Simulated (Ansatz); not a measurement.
**Run report: Tl, single-point calculation**

Tl (2 atoms in the cell), computed with DFT HSE06, scalar-relativistic, plane waves, PAW, no spin polarisation (Ansatz 0.2.0).

Figures and captions count atoms from 1; the log counts them from 0 in places.

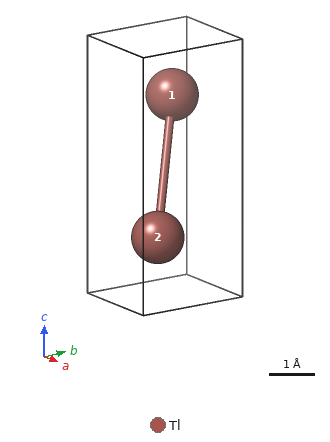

*The structure (ball-and-stick view of the cell of the calculation, seen slightly off an axis; atoms are numbered from 1 in the order of the input).*

Near neighbours in the crystal (not all of them lie inside the picture): Tl has 12 Tl at 3.51 to 3.55 Å.

### The input
```yaml
crystal:
  lattice:
    - [3.5086533647, 0.0, 0.0]
    - [-1.7543266824, 3.0385829469, 0.0]
    - [0.0, 0.0, 5.8333509377]
  atoms:
    - { symbol: Tl, position: [0.3333333333, 0.6666666667, 0.75] }
    - { symbol: Tl, position: [0.6666666667, 0.3333333333, 0.25] }
basis:
  ecutwfc: 420
  ecutrho_ratio: 4
kpoints:
  mp_grid: { grid: [8, 8, 4] }
hamiltonian:
  xc: hse06
scf:
  occupations: { method: gaussian, width: 0.05 }
output:
  forces: true
  stress: true
  eigenvalues: true
```

Hardware: 4 threads of an x86-64 CPU, shared host.

### What the program printed
```
Warning: output.stress: scf.convergence.dr2_threshold = 1e-7 eV (the SCF's general default) is looser than the 2e-10 eV advised for a printed stress (1e-10 eV for each atom of the cell: 2). What an SCF threshold leaves in a stress goes as its square root, and in the free energy as the threshold itself, and one threshold admits the most on a small cell: of the crystals measured, under no hybrid functional and no lock of the moments, on runs that ended without the residual-converged pass, on stresses that held no estimate of that error, the worst erred by over 100 MPa in a component at 1e-7 eV an atom and by under 5 at 1e-10. Set scf.convergence.dr2_threshold to 2e-10 eV or tighter. The threshold is an SCF's pass mark: one that does not reach it within its budget of iterations ends unconverged, or closes short of it on a stop that the run arms, and scf.convergence.dr2_threshold's page says what that costs each kind of run
Warning: output.stress: scf.exx.energy_threshold = 1e-6 eV is looser than the 2e-8 eV advised for a stress under a hybrid functional (1e-8 eV for each atom of the cell: 2). Every SCF of the exchange loop can meet its threshold on dr2 while the loop round them stops early: no threshold on dr2 bounds what that leaves in the stress. Set scf.exx.energy_threshold to 2e-8 eV or tighter. The threshold is the loop's pass mark: a loop that does not reach it within its budget of cycles ends unconverged, and scf.exx.energy_threshold's page has the law
Engine: ansatz 0.2.0, x86_64-unknown-linux-gnu
Pseudopotentials: kind: paw
Pseudopotential: Tl, paw, valence charge 13, recommended cutoff 420 eV (normal), Tl.paw.azcp
Functional definition: HSE06
  parameter a = 0.25
  parameter omega = 0.11/bohr
  exchange = pbe_x - a*pbe_x_sr(omega) + a*exact_x_sr(omega)
  correlation = pbe_c
Crystal: 2 atoms, lattice volume = 62.191 Å³
Basis set: ecut = 420 eV, 1201 PW (Γ), exchange–correlation on 48×48×80 points (8 copies of the dense FFT grid, shifted against one another)
Bands: 17, of which v1, the nominal top of the filled ones, is band 13 counted from 1 (12 counted from 0)
Symmetry: 24 space group operations
Space group: P63/mmc (ITA 194), of the structure as read, at distance tolerance 4.0e-5 Å
k-points: 30 of 256
Non-local potential: Tl, projectors of the file, l = 0: 2, l = 1: 2, l = 2: 2, l = 3: 1
PAW form: soft (Blöchl's): semilocal exchange-correlation on the pseudo side does not see the compensation charge
PAW frozen core: Tl, regenerated for the run's functional, and the local potential with it (the file was generated under x = pbe(κ = 0.804, μ = 0.2195149727645171), c = pbe(β = 0.06672455060314922))
PAW one-centre angular grid: Tl, 590 points (default); XC on 64 Gauss nodes
Initial density: superposition of atomic densities (neutral atoms: chi_scale 0, normalization atom), corrected by the library's trained network
Initial wavefunctions: pseudopotential atomic-orbital guess
Functional: x = pbe(κ = 0.804, μ = 0.2195149727645171), c = pbe(β = 0.06672455060314922), warm-up for x = pbe(κ = 0.804, μ = 0.2195149727645171) + 0.25 (exact − pbe) at short range (hse, ω = 0.20786987370883472 Å⁻¹), c = pbe(β = 0.06672455060314922); HSE06 as pw.x's `hse` composes it (authors' and Libxc's form: `xc: wpbeh`)
SCF iter   1: F=—  HF=-22888.210190 eV  |F-HF|=—  |Δ(HF+E_count)|=         —  Δρ=7.13e-4  dr2=4.15e-4  ethr=1.77e-3  ⟨swp⟩=6.5  Hψ=2148  notcnv=0
preconditioner: auto → Kerker (q_TF=auto, 2.359 Å⁻¹)  [metal: Δε(μ)=0.045 eV  Ē_g=13.476 eV  σ=0.050 eV  W_gap=0.45  n_scr=22 (ndim 8)  ℏωp=24.0 eV  f_vac=0.000  D(μ)=4.52/eV (n_scr^D=42)]
SCF iter   2: F=—  HF=-22888.210487 eV  |F-HF|=—  |Δ(HF+E_count)|=   2.98e-4  Δρ=4.09e-4  dr2=1.54e-4  ethr=1.60e-6  ⟨swp⟩=4.4  Hψ=1469  notcnv=0  defer=4
SCF iter   3: F=—  HF=-22888.210515 eV  |F-HF|=—  |Δ(HF+E_count)|=   2.79e-5  Δρ=1.41e-4  dr2=1.82e-5  ethr=5.91e-7  ⟨swp⟩=3.0  Hψ=1104  notcnv=0  defer=1
iter 4 solved again at ethr=3.07e-9 eV; its pass at ethr=7.01e-8 eV (dr2=7.97e-7 eV) is discarded
SCF iter   4: F=—  HF=-22888.210517 eV  |F-HF|=—  |Δ(HF+E_count)|=   2.21e-6  Δρ=3.18e-5  dr2=7.67e-7  ethr=3.07e-9  ⟨swp⟩=3.4  Hψ=2026  notcnv=0
SCF iter   5: F=—  HF=-22888.210518 eV  |F-HF|=—  |Δ(HF+E_count)|=   7.01e-7  Δρ=9.28e-6  dr2=6.45e-8  ethr=2.95e-9  ⟨swp⟩=3.0  Hψ=998  notcnv=0
SCF iter   6: F=—  HF=-22888.210518 eV  |F-HF|=—  |Δ(HF+E_count)|=   5.94e-8  Δρ=2.70e-6  dr2=5.33e-9  ethr=2.48e-10  ⟨swp⟩=3.1  Hψ=1187  notcnv=0
SCF iter   7: F=-22888.210518 eV  HF=-22888.210518 eV  |F-HF|=5.09e-11  |Δ(HF+E_count)|=   3.09e-9  Δρ=4.23e-7  dr2=9.96e-11  ethr=2.05e-11  ⟨swp⟩=3.1  Hψ=1284  notcnv=0
SCF 1 converged in 7 iterations: F = -22888.210518 eV  dr2 = 9.96e-11
  greatest PAW one-centre occupation: 0.963 electrons in one spin orbital (limit 2), on the Tl atom at site 1 (counted from 0), in its partial waves of l = 2
Initial density: handed on by an earlier stage of this run
Initial wavefunctions: those handed on with the density
Functional: x = pbe(κ = 0.804, μ = 0.2195149727645171) + 0.25 (exact − pbe) at short range (hse, ω = 0.20786987370883472 Å⁻¹), c = pbe(β = 0.06672455060314922); HSE06 as pw.x's `hse` composes it (authors' and Libxc's form: `xc: wpbeh`)
Exchange kernel: α = 0.2500, screened, ω = 0.2079 Å⁻¹, Wigner–Seitz truncation, v(0) = 1046.8432 eV·Å³, q-mesh 8×8×4, nearest image of the exchange supercell L = 23.33 Å, pair-density grid 18×18×30, without the augmentation charges, whose exchange is taken in its separable form by FFT convolution over the k-point mesh (sized by the pseudopotential files, 24×24×40 at the most), smooth part of the exact exchange by density-matrix convolution
Frozen-core exchange: fock
iter 1 solved again at ethr=4.63e-5 eV; its pass at ethr=1.00e-1 eV (dr2=1.20e-2 eV) is discarded
SCF iter   1: F=—  HF=-22895.148091 eV  |F-HF|=—  |Δ(HF+E_count)|=         —  Δρ=5.24e-3  dr2=1.62e-2  ethr=4.63e-5  ⟨swp⟩=4.7  Hψ=2664  notcnv=0
preconditioner: auto → Kerker (q_TF=auto, 2.359 Å⁻¹)  [metal: Δε(μ)=0.035 eV  Ē_g=15.367 eV  σ=0.050 eV  W_gap=0.37  n_scr=22 (ndim 8)  ℏωp=24.0 eV  f_vac=0.000  D(μ)=3.62/eV (n_scr^D=36)]
SCF iter   2: F=—  HF=-22895.144345 eV  |F-HF|=—  |Δ(HF+E_count)|=   3.75e-3  Δρ=2.53e-3  dr2=5.01e-3  ethr=4.63e-5  ⟨swp⟩=2.0  Hψ=904  notcnv=0
SCF iter   3: F=—  HF=-22895.143319 eV  |F-HF|=—  |Δ(HF+E_count)|=   1.03e-3  Δρ=2.47e-4  dr2=4.19e-4  ethr=1.36e-5  ⟨swp⟩=3.0  Hψ=1423  notcnv=0
SCF iter   4: F=—  HF=-22895.148130 eV  |F-HF|=—  |Δ(HF+E_count)|=   4.81e-3  Δρ=8.01e-4  dr2=2.88e-4  ethr=5.49e-8  ⟨swp⟩=5.0  Hψ=2163  notcnv=0
SCF iter   5: F=—  HF=-22895.148028 eV  |F-HF|=—  |Δ(HF+E_count)|=   1.03e-4  Δρ=6.86e-5  dr2=1.34e-5  ethr=5.49e-8  ⟨swp⟩=4.0  Hψ=1692  notcnv=0
SCF iter   6: F=-22895.148094 eV  HF=-22895.148096 eV  |F-HF|=1.57e-6  |Δ(HF+E_count)|=   6.82e-5  Δρ=9.50e-5  dr2=4.83e-6  ethr=1.45e-8  ⟨swp⟩=4.2  Hψ=1520  notcnv=0
SCF 2 stopped early in 6 iterations: F = -22895.148094 eV  dr2 = 4.83e-6
  greatest PAW one-centre occupation: 0.965 electrons in one spin orbital (limit 2), on the Tl atom at site 1 (counted from 0), in its partial waves of l = 2
hybrid outer 1: dexx = +5.181e-3 eV, tail = 1.75e-5 eV
Exchange kernel: α = 0.2500, screened, ω = 0.2079 Å⁻¹, Wigner–Seitz truncation, v(0) = 1046.8432 eV·Å³, q-mesh 8×8×4, nearest image of the exchange supercell L = 23.33 Å, pair-density grid 18×18×30, without the augmentation charges, whose exchange is taken in its separable form by FFT convolution over the k-point mesh (sized by the pseudopotential files, 24×24×40 at the most), smooth part of the exact exchange by density-matrix convolution
Frozen-core exchange: fock
SCF iter   1: F=—  HF=-22895.147887 eV  |F-HF|=—  |Δ(HF+E_count)|=         —  Δρ=2.72e-5  dr2=6.41e-7  ethr=3.36e-7  ⟨swp⟩=4.4  Hψ=1171  notcnv=0
preconditioner: auto → none  [insulator: Δε(μ)=0.053 eV  Ē_g=15.284 eV  σ=0.050 eV  W_gap=0.53  n_scr=22 (ndim 8)  ℏωp=24.0 eV  f_vac=0.000  D(μ)=3.22/eV (n_scr^D=34)]
SCF iter   2: F=—  HF=-22895.147887 eV  |F-HF|=—  |Δ(HF+E_count)|=   1.06e-7  Δρ=1.49e-5  dr2=1.15e-7  ethr=2.26e-9  ⟨swp⟩=4.0  Hψ=1360  notcnv=0
SCF iter   3: F=-22895.147887 eV  HF=-22895.147887 eV  |F-HF|=1.66e-9  |Δ(HF+E_count)|=   1.94e-7  Δρ=2.05e-6  dr2=3.18e-9  ethr=2.63e-10  ⟨swp⟩=4.0  Hψ=1241  notcnv=0  defer=5
SCF 3 converged in 3 iterations: F = -22895.147887 eV  dr2 = 3.18e-9
  Residual-converged pass: ⟨swp⟩=3.0  Hψ=1232  notcnv=0  max |occ|·‖R‖ = 2.4e-6 eV (tolerance 2.4e-6 eV)  dr2=3.37e-9  dr2_onsite=4.74e-10  max |Δocc| = 3.0e-10
```

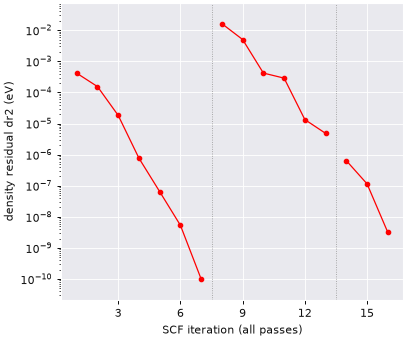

*Convergence of the self-consistent field: density residual dr2 against the SCF iteration. The run starts with a semilocal functional; after that each stretch between dotted lines is one SCF of the hybrid functional between two exact rebuilds of the exchange operator by the outer loop. Early passes are stopped at a loose threshold.*

The passes take 7, 6 and 3 iterations.

```
hybrid outer 2: dexx = +2.057e-7 eV, tail = 8.16e-9 eV, Δε = 1.57e-3 eV (about 5.18e-5 eV left of the loop's levels)
hybrid SCF converged: 2 outer / 9 inner (+7 warm-up), last move |dexx| = 2.06e-7 eV, tail = 8.16e-9 eV
Stability not checked: this state was not tested for a lower state beside it, because the functional holds exact exchange (a hybrid, or Hartree-Fock), whose exchange loop this test does not read (fock_operator; see scf.lower_state_search)
Free energy (F): -22895.147887 eV
Frozen-core exchange: fock
Harris-Foulkes:  -22895.147887 eV  (|F-HF|=1.66e-9)
Internal energy: -22895.143861 eV  (E = F + TS)
E sigma→0 (E₀):  -22895.145874 eV
Entropy (-TS):   -0.004026 eV (-2.013 meV/atom)
Fermi energy:    9.260829 eV
--- Per-component energies (eV) ---
  E_band       = -51.261144
  E_kinetic    = 668.808326
  E_local      = -1849.650019  (includes V_loc(G=0)·N_el)
  E_nonlocal   = 632.688262
  E_hartree    = 685.198813
  E_xc         = -366.849955
  E_vxc        = -226.233416  (∫ρ·V_xc dr)
  E_exx        = -55.541341  (= α·E_x^exact, valence–valence)
  E_paw        = -20375.804141  (= ΣΔE_a)
  E_vpaw       = -536.191455  (= ΣTr[D̂ρ^β])
  E_aug_tail   = 0.000068  (compensation charges beyond the density's cutoff)
  E_ewald      = -2235.001728
  E_core_change = 1.007857  (= ΣΔE_core)
  E_smearing   = -0.004026  (= −TS)
  E_closure    = -0.000002  (closes the sum)
  Σ components = -22895.147887   (vs F -22895.147887, Δ=0.00e0)
--- Forces (eV/Å), atoms counted from 1 ---
  atom   1  Tl     0.00000000    -0.00000000     0.00000000
  atom   2  Tl    -0.00000000     0.00000000     0.00000000
  max |Σ_I F_I| component: 2.31e-18 eV/Å
--- Stress (GPa, compression-positive) ---
       -1.156244       0.000000       0.000000
       -0.000000      -1.156244       0.000000
        0.000000       0.000000       1.390380
  P = ⅓ Tr σ = -0.3074 GPa (-3.074 kbar)
--- Band table (eV; the first three rows and the last of 30) ---
  k-point 0: bands = ["-4.2235", "-4.1018", "-4.0491", "-4.0491", "-4.0124", "-4.0124", "-3.9128", "-3.9128", "-3.6735", "-3.6735", "-1.4470", "3.0988", "6.2016", "17.8219", "17.8219", "19.3097", "19.6981"]
  k-point 1: bands = ["-4.1988", "-4.1096", "-4.0671", "-4.0671", "-4.0318", "-4.0318", "-3.8543", "-3.8543", "-3.6943", "-3.6943", "-1.1046", "1.6412", "8.3465", "16.1955", "18.0695", "18.0695", "19.4134"]
  k-point 2: bands = ["-4.1462", "-4.1462", "-4.0639", "-4.0639", "-4.0639", "-4.0639", "-3.7597", "-3.7597", "-3.7597", "-3.7597", "-0.0577", "-0.0577", "12.0427", "12.0427", "18.7153", "18.7153", "18.7153"]
  k-point 29: bands = ["-4.1681", "-4.1681", "-4.0182", "-4.0182", "-3.9329", "-3.9329", "-3.7878", "-3.7878", "-3.6546", "-3.6546", "4.5602", "4.5602", "8.0021", "8.0021", "10.3792", "10.3792", "16.4504"]
```

### Results in brief

```json
{"quantity": "outcome", "value": "converged"}
{"quantity": "space group (tolerance 0.01 Å)", "value": "P6₃/mmc (194)"}
{"quantity": "electrons treated", "value": "26"}
{"quantity": "free energy", "value": "−22895.1479 eV"}
{"quantity": "Fermi energy", "value": "9.261 eV"}
{"quantity": "gap on the k-point mesh", "value": "none (metallic)"}
{"quantity": "pressure", "value": "−0.31 GPa"}
{"quantity": "largest force (length of the vector)", "value": "under 0.001 eV/Å"}
{"quantity": "wall time", "value": "21 s (CPU time 72 s)"}
{"quantity": "peak memory", "value": "1.9 GiB"}
```

### Notes

The program warns: the exchange loop's threshold is looser than advised for the stress; the SCF threshold is looser than advised for the printed stress. Spin–orbit coupling is left out, which matters for Tl.
